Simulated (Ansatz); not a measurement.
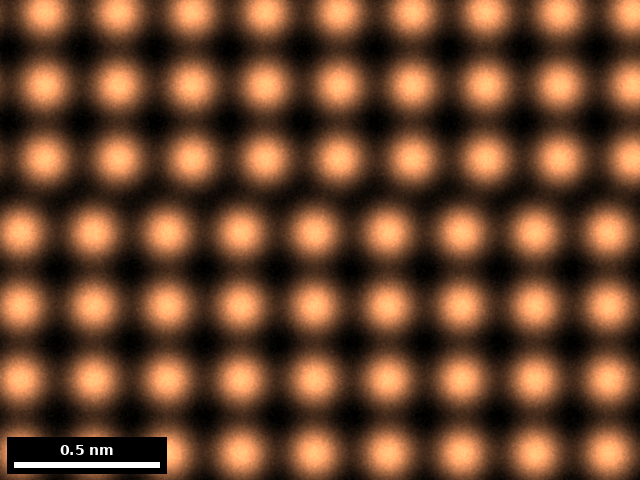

Integrated-DPC-like image of Ir (Pm-3m, No. 221) along [001]. Simulated as the projected potential of neutral atoms (B = 0.3 Å²) blurred by a 1.30 Å probe, the thin-sample limit of integrated differential phase contrast. Shot noise was added.

One planar defect was built into the perfect crystal by geometry alone, without relaxation. Host structure: the geometry given to an electronic-structure calculation, possibly off equilibrium; the starting structure was generated, so it need not be a known form of this composition.

Where does the periodic pattern break, and how?

Answer. A planar fault (a stacking fault) runs horizontally about 7 Å below the top edge. The part above it is shifted along the boundary by 1/3 of the 2.53 Å repeat of the rows (0.8 Å to the right, the same as 1.7 Å to the left); both parts keep the same orientation.
